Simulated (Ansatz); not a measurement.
## Single-point calculation of TiC (part 2 of 2)

The same run, continued: TiC (slab, 32 atoms in the cell); DFT PBE+D3(BJ), scalar-relativistic, plane waves, PAW, no spin polarisation (Ansatz 0.2.0); cutoff 420 eV, 3×3×1 k-mesh, Gaussian smearing of 0.1 eV. The structure derives from an entry of the Crystallography Open Database. It belongs to a series of runs on one base structure; here: the slab at its places in the relaxed adsorbed structure.

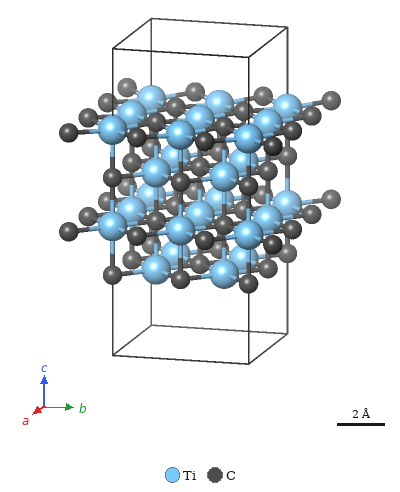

The input geometry (ball-and-stick view of the cell of the calculation, with the vacuum cut short, seen slightly off an axis; bonded neighbours outside the cell are drawn too). An atom can appear more than once, as a periodic image.

**Output, continued**
```
  k-point 0: bands = ["-54.4930", "-54.4586", "-54.4586", "-54.4319", "-54.4160", "-54.3621", "-54.3598", "-54.3585", "-54.3574", "-54.3562", "-54.3325", "-54.3294", "-54.2796", "-54.2562", "-54.2354", "-54.2103", "-31.0235", "-31.0232", "-31.0063", "-30.9872", "-30.9870", "-30.9064", "-30.9064", "-30.8935", "-30.8769", "-30.8697", "-30.8681", "-30.8369", "-30.8361", "-30.8025", "-30.8025", "-30.7102", "-30.7025", "-30.7007", "-30.7003", "-30.6925", "-30.6923", "-30.6694", "-30.6645", "-30.6547", "-30.6434", "-30.6220", "-30.6219", "-30.5558", "-30.5557", "-30.5546", "-30.5534", "-30.5450", "-30.5439", "-30.5227", "-30.5170", "-30.5168", "-30.5098", "-30.5097", "-30.5041", "-30.5041", "-30.4981", "-30.4941", "-30.4860", "-30.4858", "-30.3323", "-30.3238", "-30.2972", "-30.2909", "-10.0493", "-9.0609", "-8.1822", "-8.0237", "-7.9277", "-7.8997", "-7.3753", "-7.3737", "-7.3437", "-7.3427", "-7.2549", "-7.0968", "-6.6144", "-6.6140", "-6.4520", "-6.4463", "-3.3668", "-3.3650", "-3.2843", "-3.2837", "-2.4263", "-2.4256", "-2.2672", "-2.2665", "-1.5132", "-1.3119", "-1.3118", "-0.9951", "-0.9284", "-0.9284", "-0.8270", "-0.8260", "-0.7915", "-0.7915", "-0.7295", "-0.7295", "-0.7287", "-0.7271", "-0.3475", "-0.3473", "-0.3259", "-0.3258", "-0.2363", "-0.2359", "-0.1613", "-0.1574", "-0.1288", "-0.1257", "-0.0052", "0.0582", "0.1214", "0.5647", "1.0884", "1.1013", "1.1014", "1.2455", "1.6665", "1.6666", "1.8214", "1.8214", "1.8985", "1.8986", "1.9812", "2.0411", "2.1877", "2.4594", "2.4594", "2.6159", "3.3629", "3.4162", "3.4163", "3.7172", "3.7174", "3.8503", "3.8504", "3.9331", "4.2813", "4.3035", "4.3035", "4.3950", "4.3952", "4.4362", "4.4405", "4.4878", "4.4883", "4.6495", "4.8447", "4.8461", "4.8803", "4.9395", "4.9414", "4.9596", "5.0845", "5.0871", "5.1080", "5.1135"]
  k-point 1: bands = ["-54.4844", "-54.4672", "-54.4519", "-54.4385", "-54.4054", "-54.3809", "-54.3558", "-54.3537", "-54.3506", "-54.3503", "-54.3394", "-54.3362", "-54.2780", "-54.2531", "-54.2370", "-54.2134", "-30.9983", "-30.9972", "-30.9928", "-30.9548", "-30.9418", "-30.9126", "-30.8950", "-30.8782", "-30.8685", "-30.8577", "-30.8414", "-30.8412", "-30.8249", "-30.7714", "-30.7691", "-30.7563", "-30.7136", "-30.7081", "-30.6990", "-30.6978", "-30.6747", "-30.6653", "-30.6495", "-30.6220", "-30.6180", "-30.6155", "-30.6093", "-30.6023", "-30.5829", "-30.5759", "-30.5644", "-30.5604", "-30.5574", "-30.5562", "-30.5516", "-30.5443", "-30.5314", "-30.5214", "-30.5121", "-30.4980", "-30.4880", "-30.4869", "-30.4836", "-30.4646", "-30.3809", "-30.3613", "-30.3289", "-30.2942", "-9.6326", "-8.6674", "-8.5418", "-7.8249", "-7.7864", "-7.7581", "-7.7093", "-7.6680", "-7.5077", "-7.4778", "-7.0986", "-7.0839", "-6.9393", "-6.9125", "-6.7774", "-6.6144", "-2.9219", "-2.8640", "-2.5766", "-2.5601", "-2.0775", "-1.9232", "-1.8551", "-1.8481", "-1.6367", "-1.5642", "-1.4019", "-1.2569", "-1.2507", "-1.1497", "-0.7693", "-0.7346", "-0.7162", "-0.6438", "-0.5355", "-0.5284", "-0.4883", "-0.4456", "-0.3922", "-0.3864", "-0.3344", "-0.3040", "-0.0867", "-0.0589", "-0.0103", "-0.0003", "0.1187", "0.1467", "0.1809", "0.2156", "0.2418", "0.2484", "0.3466", "0.5165", "0.5567", "0.6384", "0.7931", "0.8157", "0.8816", "0.9454", "1.0246", "1.1746", "1.4410", "1.7037", "2.5622", "2.6147", "2.8832", "3.0480", "3.1720", "3.4163", "3.4427", "3.4525", "3.4824", "3.8119", "3.8289", "3.8976", "3.9285", "3.9850", "4.0832", "4.1610", "4.2504", "4.3735", "4.4439", "4.4561", "4.4935", "4.5107", "4.9185", "4.9417", "4.9498", "4.9915", "5.0076", "5.0255", "5.0723", "5.1137", "5.1292", "5.1777"]
  k-point 2: bands = ["-54.4844", "-54.4672", "-54.4519", "-54.4385", "-54.4054", "-54.3809", "-54.3558", "-54.3536", "-54.3509", "-54.3499", "-54.3394", "-54.3363", "-54.2758", "-54.2599", "-54.2292", "-54.2166", "-30.9982", "-30.9972", "-30.9928", "-30.9549", "-30.9418", "-30.9126", "-30.8949", "-30.8749", "-30.8723", "-30.8573", "-30.8414", "-30.8412", "-30.8249", "-30.7717", "-30.7692", "-30.7561", "-30.7136", "-30.7098", "-30.6980", "-30.6924", "-30.6791", "-30.6641", "-30.6522", "-30.6227", "-30.6180", "-30.6114", "-30.6111", "-30.6023", "-30.5829", "-30.5762", "-30.5645", "-30.5603", "-30.5562", "-30.5557", "-30.5529", "-30.5443", "-30.5287", "-30.5213", "-30.5120", "-30.5032", "-30.4908", "-30.4865", "-30.4839", "-30.4577", "-30.3913", "-30.3550", "-30.3175", "-30.3035", "-9.6326", "-8.6673", "-8.5418", "-7.8249", "-7.7864", "-7.7581", "-7.7092", "-7.6681", "-7.5076", "-7.4778", "-7.0986", "-7.0840", "-6.9398", "-6.9118", "-6.7774", "-6.6145", "-2.9219", "-2.8640", "-2.5766", "-2.5601", "-2.0774", "-1.9233", "-1.8551", "-1.8482", "-1.6366", "-1.5641", "-1.4019", "-1.2569", "-1.2508", "-1.1498", "-0.7691", "-0.7346", "-0.7161", "-0.6440", "-0.5360", "-0.5277", "-0.4887", "-0.4457", "-0.3921", "-0.3865", "-0.3344", "-0.3038", "-0.0868", "-0.0588", "-0.0102", "-0.0002", "0.1185", "0.1467", "0.1808", "0.2173", "0.2380", "0.2505", "0.3465", "0.5166", "0.5567", "0.6384", "0.7931", "0.8156", "0.8816", "0.9454", "1.0247", "1.1746", "1.4409", "1.7036", "2.5621", "2.6147", "2.8833", "3.0480", "3.1719", "3.4160", "3.4429", "3.4527", "3.4823", "3.8119", "3.8289", "3.8976", "3.9284", "3.9852", "4.0831", "4.1611", "4.2504", "4.3734", "4.4439", "4.4562", "4.4934", "4.5103", "4.9187", "4.9416", "4.9502", "4.9914", "5.0002", "5.0323", "5.0726", "5.1136", "5.1307", "5.1765"]
  k-point 4: bands = ["-54.4763", "-54.4601", "-54.4600", "-54.4457", "-54.3952", "-54.3731", "-54.3709", "-54.3532", "-54.3512", "-54.3466", "-54.3451", "-54.3371", "-54.2740", "-54.2571", "-54.2311", "-54.2193", "-30.9801", "-30.9770", "-30.9768", "-30.9417", "-30.8886", "-30.8881", "-30.8596", "-30.8535", "-30.8479", "-30.8468", "-30.8358", "-30.7885", "-30.7869", "-30.7695", "-30.7655", "-30.7650", "-30.7410", "-30.7265", "-30.7242", "-30.6936", "-30.6575", "-30.6408", "-30.6371", "-30.6330", "-30.6323", "-30.6195", "-30.6179", "-30.6172", "-30.6101", "-30.6086", "-30.5900", "-30.5898", "-30.5738", "-30.5531", "-30.5527", "-30.5389", "-30.5377", "-30.5374", "-30.5289", "-30.5219", "-30.4929", "-30.4796", "-30.4675", "-30.4578", "-30.3894", "-30.3753", "-30.3658", "-30.3567", "-9.2743", "-8.3798", "-8.3782", "-8.3376", "-8.0552", "-7.5779", "-7.5769", "-7.5613", "-7.5581", "-7.4720", "-7.1282", "-7.1123", "-7.1105", "-6.8980", "-6.8862", "-6.8822", "-2.4003", "-2.3997", "-2.3153", "-2.3130", "-2.0928", "-1.9682", "-1.7155", "-1.5144", "-1.5136", "-1.4724", "-1.3984", "-1.3928", "-1.3697", "-1.2296", "-0.7994", "-0.7236", "-0.7218", "-0.6047", "-0.6042", "-0.5976", "-0.5285", "-0.4900", "-0.4312", "-0.4306", "-0.3555", "-0.3554", "-0.1202", "-0.1021", "-0.0678", "-0.0456", "-0.0352", "0.0046", "0.0277", "0.0311", "0.1567", "0.1665", "0.1678", "0.3821", "0.4325", "0.5393", "0.5416", "0.6581", "0.7418", "0.7435", "0.9388", "1.0767", "1.2093", "1.4687", "1.8887", "2.6521", "2.7349", "2.7353", "3.5418", "3.6206", "3.7010", "3.7016", "3.7230", "3.7607", "3.7618", "4.0203", "4.3074", "4.3076", "4.5573", "4.5610", "4.5627", "4.6006", "4.6407", "4.6420", "4.6977", "4.7593", "4.7679", "4.7712", "4.9243", "4.9248", "4.9626", "4.9638", "5.0882", "5.0936", "5.2707", "5.2923"]
```

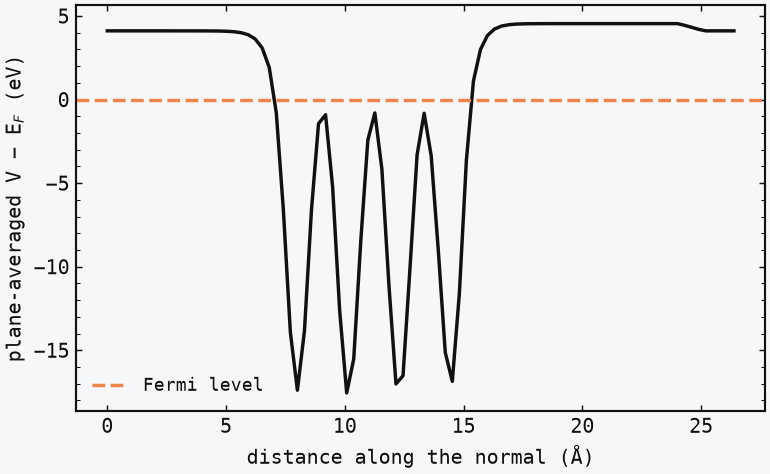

Plane average of the electrostatic potential energy of an electron across the cell, from the Fermi level. The vacuum level lies 4.54 eV above the Fermi level on the upper side and 4.11 eV on the lower.

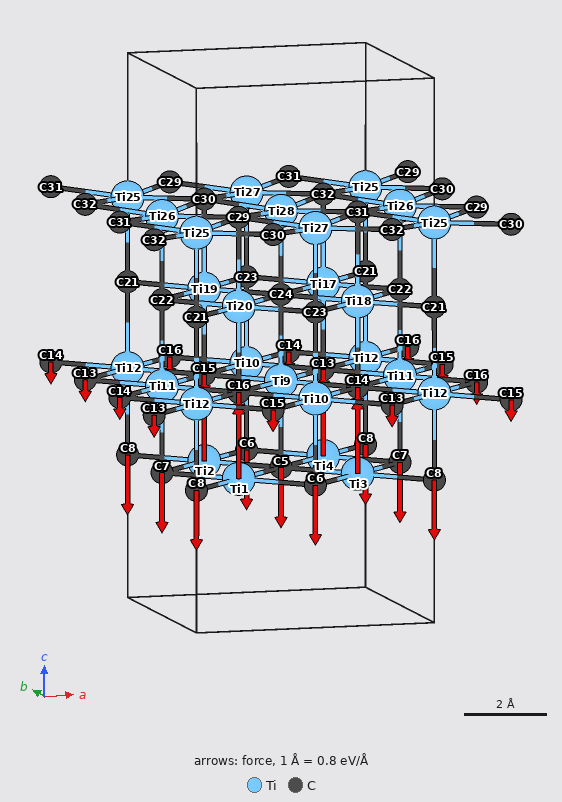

Forces on the atoms as red arrows (ball-and-stick view of the cell of the calculation, with the vacuum cut short, seen slightly off an axis; bonded neighbours outside the cell are drawn too; atoms are numbered from 1 in the order of the input); the smallest are left out. The largest act on Ti1, Ti2, Ti3, Ti4 (1.51 eV/Å); C5, C7 (1.21 eV/Å); C6, C8 (1.21 eV/Å); C16 (0.46 eV/Å). The geometry is not a stationary point of this energy.

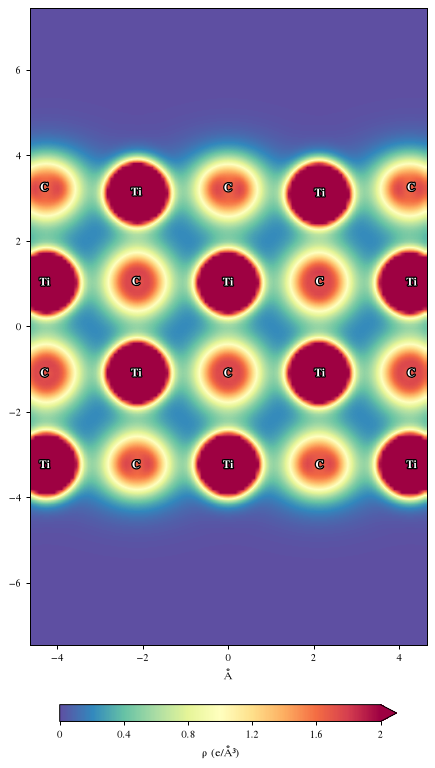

Valence electron density on the (11̄0) plane of the calculation cell, a cut from vacuum to vacuum. The section cuts through Ti and C sites. Ti–C (2.09 Å): ρ at the midpoint is about 0.6 e/Å³. Ti–C (2.15 Å): ρ at the midpoint is about 0.54 e/Å³. Ti–C (2.21 Å): ρ is about 0.47 e/Å³ halfway. The density dies away to nearly zero in the vacuum. The fields are those of the smooth PAW valence density.

**Summary**

| quantity | value |
| --- | --- |
| outcome | converged |
| electrons treated | 256 |
| free energy | −44039.3601 eV |
| work function, top face | 4.54 eV |
| work function, bottom face | 4.11 eV |
| Fermi energy | 1.920 eV |
| gap on the k-point mesh | none (metallic) |
| work function (upper face) | 4.54 eV |
| largest force (length of the vector) | 1.514 eV/Å |
| hardware | 4 threads of AMD EPYC (Zen 3), 32 GiB of memory available, shared host |
| wall time | 22 s (CPU time 86 s) |
| peak memory | 3 GiB |
